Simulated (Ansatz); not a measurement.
## Run report: CuO, single-point calculation (part 2 of 2)

Continued. System: CuO (C2/c, 4 atoms in the cell). Method: DFT r2SCAN+U, scalar-relativistic, plane waves, PAW, Ueff = 4 eV on Cu d, spin-polarised (Ansatz 0.2.0); cutoff 500 eV, 6×6×4 k-mesh, Gaussian smearing of 0.1 eV, collinear spins. The structure derives from a Materials Project entry.

Geometry of the input (Å; fractional positions):
```
2.1247  -2.0304  0.0000
2.1247  2.0304  0.0000
-0.2253  0.0000  5.1558
Cu 0.5000  0.0000  0.5000
Cu 0.0000  0.5000  0.0000
O  0.5139  0.4861  0.2500
O  0.4861  0.5139  0.7500
```

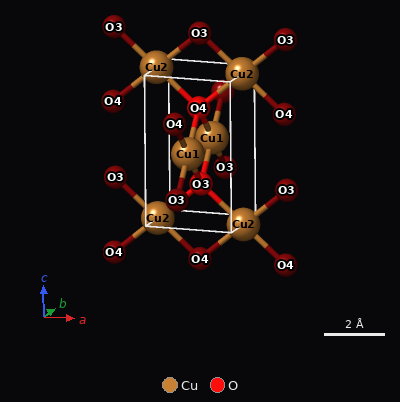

Figure 1. The structure as given in the input (ball-and-stick view of the cell of the calculation, seen slightly off an axis; neighbours outside the cell are drawn fainter; atoms are numbered from 1 in the order of the input). An atom can appear more than once, as a periodic image.

### Log, continued
```
SCF iter   1: F=-14393.982754 eV  HF=-14394.534664 eV  |F-HF|=5.52e-1  |Δ(HF+E_count)|=         —  Δρ=1.11e-1 (↑5.80e-2 ↓1.11e-1)  dr2=1.55e0  dr2_τ=2.80e-2  dr2_m=2.60e0  M=0.519 μB ∫|m|=0.588 μB  β_m=0.30  ethr=3.09e-3  ⟨swp⟩=1.0  Hψ=14944  notcnv=0
preconditioner: auto → Kerker (q_TF=auto, 2.782 Å⁻¹)  [metal: Δε(μ)=0.009 eV  Ē_g=14.789 eV  σ=0.100 eV  W_gap=0.05  n_scr=16 (ndim 8)  ℏωp=32.5 eV  f_vac=0.007  D(μ)=2.52/eV (n_scr^D=26)]
spin=Collinear: Kerker preconditioning applied to the charge; magnetization (m = ρ↑ − ρ↓) channel mixes plain (no charge-response kernel on spin).
SCF iter   2: F=-14395.366871 eV  HF=-14394.750806 eV  |F-HF|=6.16e-1  |Δ(HF+E_count)|=   2.16e-1  Δρ=5.34e-2 (↑5.34e-2 ↓5.00e-2)  dr2=1.65e-1  dr2_τ=1.50e-2  dr2_m=9.46e-1  M=0.745 μB ∫|m|=0.800 μB  β_m=0.30  ethr=3.09e-3  ⟨swp⟩=2.1  Hψ=4921  notcnv=0  κ⁻¹=1.0e0(r=1)
SCF iter   3: F=-14395.458856 eV  HF=-14395.090932 eV  |F-HF|=3.68e-1  |Δ(HF+E_count)|=   3.40e-1  Δρ=3.61e-2 (↑3.61e-2 ↓3.21e-2)  dr2=1.28e-1  dr2_τ=5.79e-3  dr2_m=3.82e-1  M=0.879 μB ∫|m|=0.931 μB  β_m=0.30  ethr=3.30e-4  ⟨swp⟩=2.4  Hψ=5678  notcnv=0  defer=152  κ⁻¹=5.3e-3(r=2)
SCF iter   4: F=-14395.573395 eV  HF=-14395.397305 eV  |F-HF|=1.76e-1  |Δ(HF+E_count)|=   3.06e-1  Δρ=1.97e-2 (↑1.97e-2 ↓1.60e-2)  dr2=3.40e-2  dr2_τ=2.43e-3  dr2_m=1.19e-1  M=1.089 μB ∫|m|=1.141 μB  β_m=0.30  ethr=2.56e-4  ⟨swp⟩=2.0  Hψ=5255  notcnv=0  defer=152  κ⁻¹=2.6e-3(r=3)
SCF iter   5: F=-14395.666459 eV  HF=-14395.512427 eV  |F-HF|=1.54e-1  |Δ(HF+E_count)|=   1.15e-1  Δρ=1.55e-2 (↑1.55e-2 ↓1.40e-2)  dr2=6.51e-2  dr2_τ=2.25e-3  dr2_m=7.15e-2  M=1.354 μB ∫|m|=1.407 μB  β_m=1.00  ethr=6.79e-5  ⟨swp⟩=2.3  Hψ=5620  notcnv=0  defer=165  κ⁻¹=2.8e-4(r=4)
SCF iter   6: F=-14395.753533 eV  HF=-14395.627813 eV  |F-HF|=1.26e-1  |Δ(HF+E_count)|=   1.15e-1  Δρ=1.82e-2 (↑9.63e-3 ↓1.82e-2)  dr2=1.28e-1  dr2_τ=1.71e-3  dr2_m=5.40e-2  M=1.602 μB ∫|m|=1.679 μB  β_m=1.00  ethr=6.79e-5  ⟨swp⟩=2.4  Hψ=5859  notcnv=0  defer=169  κ⁻¹=3.0e-5(r=5)
SCF iter   7: F=-14395.582667 eV  HF=-14395.771995 eV  |F-HF|=1.89e-1  |Δ(HF+E_count)|=   1.44e-1  Δρ=3.08e-2 (↑1.54e-2 ↓3.08e-2)  dr2=5.63e-1  dr2_τ=3.51e-3  dr2_m=8.11e-2  M=1.872 μB ∫|m|=1.966 μB  β_m=1.00  ethr=6.79e-5  ⟨swp⟩=2.0  Hψ=6402  notcnv=0  defer=194  κ⁻¹=3.0e-6(r=6)
SCF iter   8: F=-14395.360781 eV  HF=-14395.912182 eV  |F-HF|=5.51e-1  |Δ(HF+E_count)|=   1.40e-1  Δρ=3.31e-2 (↑2.15e-2 ↓3.31e-2)  dr2=1.01e0  dr2_τ=3.59e-3  dr2_m=2.71e-2  M=1.981 μB ∫|m|=2.098 μB  β_m=1.00  ethr=6.79e-5  ⟨swp⟩=2.4  Hψ=5348  notcnv=0  defer=194  κ⁻¹=2.1e-6(r=7)
SCF iter   9: F=-14395.169438 eV  HF=-14396.070907 eV  |F-HF|=9.01e-1  |Δ(HF+E_count)|=   1.59e-1  Δρ=3.41e-2 (↑2.71e-2 ↓3.41e-2)  dr2=1.32e0  dr2_τ=4.19e-3  dr2_m=6.86e-3  M=2.000 μB ∫|m|=2.135 μB  β_m=1.00  ethr=6.79e-5  ⟨swp⟩=1.5  Hψ=3444  notcnv=0  defer=193  κ⁻¹=2.0e-6(r=8)
SCF iter  10: F=-14394.919026 eV  HF=-14396.245295 eV  |F-HF|=1.33e0  |Δ(HF+E_count)|=   1.74e-1  Δρ=3.73e-2 (↑3.17e-2 ↓3.73e-2)  dr2=1.68e0  dr2_τ=5.39e-3  dr2_m=3.79e-3  M=2.000 μB ∫|m|=2.147 μB  β_m=1.20  ethr=6.79e-5  ⟨swp⟩=1.5  Hψ=3641  notcnv=0  defer=192
Mixer restart at iter 10: flushing history
spin-set hold released at iteration 10 (site moments contracting): the magnetisation degrees of freedom join the quasi-Newton model from the next iteration; the mixer history was flushed
SCF iter  11: F=-14395.890625 eV  HF=-14396.020028 eV  |F-HF|=1.29e-1  |Δ(HF+E_count)|=   2.25e-1  Δρ=1.75e-2 (↑1.75e-2 ↓9.44e-3)  dr2=2.98e-1  dr2_τ=3.29e-3  dr2_m=8.45e-3  M=2.000 μB ∫|m|=2.137 μB  β_m=1.20  ethr=6.79e-5  ⟨swp⟩=2.2  Hψ=6247  notcnv=0  defer=197  κ⁻¹=1.0e0(r=1)
SCF iter  12: F=-14396.011878 eV  HF=-14396.037971 eV  |F-HF|=2.61e-2  |Δ(HF+E_count)|=   1.79e-2  Δρ=7.61e-3 (↑5.25e-3 ↓7.61e-3)  dr2=5.35e-2  dr2_τ=3.74e-4  dr2_m=1.81e-3  M=2.000 μB ∫|m|=2.149 μB  β_m=1.20  ethr=6.79e-5  ⟨swp⟩=2.0  Hψ=6613  notcnv=0  defer=248  κ⁻¹=6.4e-2(r=2)
SCF iter  13: F=-14396.020394 eV  HF=-14396.029455 eV  |F-HF|=9.06e-3  |Δ(HF+E_count)|=   8.52e-3  Δρ=4.70e-3 (↑4.32e-3 ↓4.70e-3)  dr2=2.61e-2  dr2_τ=2.41e-4  dr2_m=1.00e-4  M=2.000 μB ∫|m|=2.156 μB  β_m=1.20  ethr=6.79e-5  ⟨swp⟩=1.9  Hψ=3934  notcnv=0  defer=248  κ⁻¹=3.4e-3(r=3)
SCF iter  14: F=-14396.026957 eV  HF=-14396.024659 eV  |F-HF|=2.30e-3  |Δ(HF+E_count)|=   4.80e-3  Δρ=2.59e-3 (↑2.21e-3 ↓2.59e-3)  dr2=4.84e-3  dr2_τ=9.73e-5  dr2_m=4.41e-5  M=2.000 μB ∫|m|=2.161 μB  β_m=1.20  ethr=5.21e-5  ⟨swp⟩=2.0  Hψ=4762  notcnv=0  defer=248  κ⁻¹=1.3e-3(r=4)
SCF iter  15: F=-14396.028514 eV  HF=-14396.027686 eV  |F-HF|=8.28e-4  |Δ(HF+E_count)|=   3.03e-3  Δρ=2.53e-3 (↑1.32e-3 ↓2.53e-3)  dr2=3.18e-3  dr2_τ=2.68e-5  dr2_m=2.01e-4  M=2.000 μB ∫|m|=2.162 μB  β_m=1.20  ethr=9.69e-6  ⟨swp⟩=2.0  Hψ=5128  notcnv=0  defer=246  κ⁻¹=1.9e-4(r=5)
SCF iter  16: F=-14396.028842 eV  HF=-14396.028421 eV  |F-HF|=4.21e-4  |Δ(HF+E_count)|=   7.35e-4  Δρ=1.71e-3 (↑1.05e-3 ↓1.71e-3)  dr2=1.69e-3  dr2_τ=1.11e-5  dr2_m=6.34e-5  M=2.000 μB ∫|m|=2.162 μB  β_m=1.20  ethr=6.37e-6  ⟨swp⟩=1.0  Hψ=3136  notcnv=0  defer=246  κ⁻¹=4.2e-5(r=6)
SCF iter  17: F=-14396.029042 eV  HF=-14396.029060 eV  |F-HF|=1.84e-5  |Δ(HF+E_count)|=   6.39e-4  Δρ=3.98e-4 (↑2.51e-4 ↓3.98e-4)  dr2=1.60e-4  dr2_τ=1.00e-6  dr2_m=5.19e-6  M=2.000 μB ∫|m|=2.162 μB  β_m=1.20  ethr=3.37e-6  ⟨swp⟩=2.4  Hψ=5057  notcnv=0  defer=246  κ⁻¹=9.2e-6(r=7)
SCF iter  18: F=-14396.029060 eV  HF=-14396.029010 eV  |F-HF|=4.98e-5  |Δ(HF+E_count)|=   5.02e-5  Δρ=1.81e-4 (↑1.68e-4 ↓1.81e-4)  dr2=3.41e-5  dr2_τ=2.04e-7  dr2_m=2.24e-7  M=2.000 μB ∫|m|=2.162 μB  β_m=1.20  ethr=3.21e-7  ⟨swp⟩=2.3  Hψ=4756  notcnv=0  defer=246  κ⁻¹=4.3e-6(r=8)
SCF iter  19: F=-14396.029079 eV  HF=-14396.029062 eV  |F-HF|=1.75e-5  |Δ(HF+E_count)|=   5.15e-5  Δρ=1.76e-4 (↑1.30e-4 ↓1.76e-4)  dr2=1.84e-5  dr2_τ=1.10e-7  dr2_m=5.11e-7  M=2.000 μB ∫|m|=2.162 μB  β_m=1.20  ethr=6.81e-8  ⟨swp⟩=2.0  Hψ=4705  notcnv=0  defer=246  κ⁻¹=1.7e-5(r=8)
SCF iter  20: F=-14396.029082 eV  HF=-14396.029082 eV  |F-HF|=7.46e-7  |Δ(HF+E_count)|=   1.99e-5  Δρ=7.01e-5 (↑7.01e-5 ↓6.93e-5)  dr2=3.41e-6  dr2_τ=6.66e-8  dr2_m=2.31e-8  M=2.000 μB ∫|m|=2.163 μB  β_m=1.20  ethr=3.68e-8  ⟨swp⟩=2.0  Hψ=5110  notcnv=0  defer=246  κ⁻¹=1.5e-5(r=8)
SCF iter  21: F=-14396.029084 eV  HF=-14396.029083 eV  |F-HF|=7.24e-7  |Δ(HF+E_count)|=   1.17e-6  Δρ=2.46e-5 (↑2.26e-5 ↓2.46e-5)  dr2=3.93e-7  dr2_τ=8.83e-9  dr2_m=6.05e-9  M=2.000 μB ∫|m|=2.162 μB  β_m=1.20  ethr=6.81e-9  ⟨swp⟩=2.2  Hψ=4288  notcnv=0  defer=246  κ⁻¹=9.2e-6(r=8)
SCF iter  22: F=-14396.029084 eV  HF=-14396.029084 eV  |F-HF|=2.42e-7  |Δ(HF+E_count)|=   7.85e-7  Δρ=1.03e-5 (↑1.03e-5 ↓1.02e-5)  dr2=6.75e-8  dr2_τ=1.73e-9  dr2_m=7.16e-10  M=2.000 μB ∫|m|=2.162 μB  β_m=1.20  ethr=2.00e-10  ⟨swp⟩=6.9  Hψ=13019  notcnv=0  κ⁻¹=9.9e-6(r=8)
SCF iter  23: F=-14396.029084 eV  HF=-14396.029084 eV  |F-HF|=1.33e-7  |Δ(HF+E_count)|=   1.73e-7  Δρ=9.69e-6 (↑7.84e-6 ↓9.69e-6)  dr2=4.78e-8  dr2_τ=7.92e-10  dr2_m=9.89e-10  M=2.000 μB ∫|m|=2.162 μB  β_m=1.20  ethr=1.35e-10  ⟨swp⟩=4.3  Hψ=9383  notcnv=0  κ⁻¹=3.6e-6(r=8)
SCF iter  24: F=-14396.029084 eV  HF=-14396.029084 eV  |F-HF|=2.27e-9  |Δ(HF+E_count)|=   1.63e-7  Δρ=2.18e-6 (↑2.11e-6 ↓2.18e-6)  dr2=6.39e-9  dr2_τ=4.95e-11  dr2_m=1.15e-10  M=2.000 μB ∫|m|=2.162 μB  ethr=9.56e-11  ⟨swp⟩=4.6  Hψ=10577  notcnv=0
SCF 1 converged in 24 iterations: F = -14396.029084 eV  dr2 = 6.39e-9
  greatest PAW one-centre occupation: 1.000 electrons in one spin orbital (limit 2), on the Cu atom at site 1 (counted from 0), in its partial waves of l = 0
this state was not tested for a lower state beside it, because the mixer in use, unlike msr1, does not test its closes by its own steps (another_mixer; see scf.mixing.algorithm and scf.lower_state_search)
SCF converged after 24 iterations
Magnetization: 1.9999 μB (25.9999 up, 24.0001 down)
Absolute magnetization: 2.1363 μB (∫|ρ↑−ρ↓|, with the PAW one-centre terms)
Spin contamination: 0.0066 ħ² per cell (⟨S²⟩ above its minimum at these occupations)
Per-site moments (μB) at R_I (Å): [(0.6843322669920545, 0.8064041084286186), (0.684332266992054, 0.8064041084286186), (0.31773341045036074, 0.8064041084286186), (0.3177334104503607, 0.8064041084286186)]
Free energy (F): -14396.029084 eV
Harris-Foulkes:  -14396.029084 eV  (|F-HF|=2.27e-9)
Internal energy: -14396.029064 eV  (E = F + TS)
E sigma→0 (E₀):  -14396.029074 eV
Entropy (-TS):   -0.000020 eV (-0.005 meV/atom)
Fermi energy:    10.509968 eV
--- Per-component energies (eV) ---
  E_band       = -1039.789167
  E_kinetic    = 941.759683
  E_local      = -10163.967251  (includes V_loc(G=0)·N_el)
  E_nonlocal   = 878.692637
  E_hartree    = 4398.911689
  E_xc         = -311.358373
  E_vxc        = -455.037466  (∫ρ·V_xc dr)
  E_hubbard    = 1.245498  (on-site DFT+U / exact-exchange correction)
  E_vhub       = -34.696799  (the Hubbard potential's part of the band-sum identity)
  E_paw        = -3665.832776  (= ΣΔE_a)
  E_vpaw       = -1034.741157  (= ΣTr[D̂ρ^β])
  E_aug_tail   = 0.002485  (compensation charges beyond the density's cutoff)
  E_vtau       = 30.381959  (kinetic-family band-sum trace: ∫τ·v_τ [+ j·A + Jᵃ·Aᵃ] dr)
  E_ewald      = -6474.816558
  E_core_change = -0.666098  (= ΣΔE_core)
  E_smearing   = -0.000020  (= −TS)
  E_closure    = -0.000000  (closes the sum)
  Σ components = -14396.029084   (vs F -14396.029084, Δ=0.00e0)
--- Forces (eV/Å), atoms counted from 1 ---
  atom   1  Cu     0.00000000     0.00000000     0.00000000
  atom   2  Cu     0.00000000     0.00000000     0.00000000
  atom   3  O      0.00000000     0.00478978    -0.00000000
  atom   4  O     -0.00000000    -0.00478978     0.00000000
  max |Σ_I F_I| component: 1.26e-28 eV/Å
--- Stress (GPa, compression-positive) ---
       -4.699936       0.000000       0.378072
        0.000000      -4.303751       0.000000
        0.378530       0.000000      -1.711378
  P = ⅓ Tr σ = -3.5717 GPa (-35.717 kbar)
--- Band table (eV; the first three rows and the last of 94) ---
  k-point 0 ↑: bands = ["-107.1528", "-107.1524", "-63.3189", "-63.3161", "-63.3074", "-63.3053", "-62.1915", "-62.1913", "-10.3154", "-9.0055", "1.6408", "2.6312", "2.7034", "4.4588", "4.6369", "4.8584", "5.1883", "5.2243", "5.3626", "5.4385", "6.5653", "7.0054", "7.0194", "7.9355", "9.7991", "9.8989", "11.8491", "17.0050", "18.0964", "24.2667", "25.2157", "25.6955"]
  k-point 1 ↑: bands = ["-107.1526", "-107.1524", "-63.3184", "-63.3164", "-63.3072", "-63.3057", "-62.1914", "-62.1914", "-10.1508", "-9.2314", "2.1599", "2.6650", "2.7171", "4.2855", "4.6624", "4.7717", "5.0083", "5.0270", "5.3711", "5.4252", "6.5112", "7.2373", "7.4094", "7.4384", "9.5365", "9.6196", "12.6462", "15.5968", "19.9719", "24.4344", "24.9996", "25.4980"]
  k-point 2 ↑: bands = ["-107.1524", "-107.1524", "-63.3174", "-63.3174", "-63.3065", "-63.3065", "-62.1914", "-62.1914", "-9.7208", "-9.7208", "2.7157", "2.7157", "3.3608", "3.3608", "4.6903", "4.6903", "4.8861", "4.8861", "5.3974", "5.3974", "6.5660", "6.5660", "7.9063", "7.9063", "9.1954", "9.1954", "14.0604", "14.0604", "22.6510", "22.6510", "24.9526", "24.9526"]
  k-point 46 ↓: bands = ["-105.8594", "-105.8594", "-61.7714", "-61.7714", "-61.6763", "-61.6763", "-61.6697", "-61.6697", "-8.2338", "-8.2338", "4.0059", "4.0059", "4.2102", "4.2102", "5.4607", "5.4607", "5.7735", "5.7735", "5.9236", "5.9236", "7.6958", "7.6958", "7.8893", "7.8893", "11.6109", "11.6109", "14.7882", "14.7882", "21.6921", "21.6921", "22.8521", "22.8521"]
Occupation matrices written to [file]
--- Löwdin populations: 4 sites ---
  site symbol       q [e]    m [muB]
     0     Cu     17.8718     0.5985
     1     Cu     17.8718     0.5985
     2      O      7.0057     0.3978
     3      O      7.0057     0.3978
  spilling = 0.004901 (of n_electrons = 50.000000)
```

### File populations.tsv
```
# site	symbol	l	j	q_up	q_dn
# orbitals = lowdin
# n_electrons = 50.000000
# spilling = 0.004901
# projection_atom_Cu: [Ne] 3s2 3p6 3d10 4s1
# projection_atom_O: [He] 2s2 2p4
0	Cu	0_3S	-	0.998707	0.998678
0	Cu	0_4S	-	0.273259	0.296686
0	Cu	1_3P	-	2.999231	2.999150
0	Cu	2_3D	-	4.963951	4.342138
1	Cu	0_3S	-	0.998707	0.998678
1	Cu	0_4S	-	0.273259	0.296686
1	Cu	1_3P	-	2.999231	2.999150
1	Cu	2_3D	-	4.963951	4.342138
2	O	0_2S	-	0.934318	0.899040
2	O	1_2P	-	2.767400	2.404924
3	O	0_2S	-	0.934318	0.899040
3	O	1_2P	-	2.767400	2.404924
```

### Results in brief

- outcome: converged
- space group (tolerance 0.01 Å): C2/c (15)
- electrons treated: 50
- free energy: −14396.0291 eV
- Fermi energy: 10.510 eV
- gap on the k-point mesh: 0.35 eV
- net moment of the cell: 2.00 μB
- integrated absolute moment: 2.14 μB
- pressure: −3.57 GPa
- largest force (length of the vector): 0.005 eV/Å
- hardware: 1 thread of Intel Xeon @ 2.50GHz (Skylake/Cascade Lake), 189 GiB of memory available, shared host
- wall time: 96 s
- peak memory: 0.59 GiB

The electronic state found may not be the lowest one. The program warns: the state was not tested for a lower one.
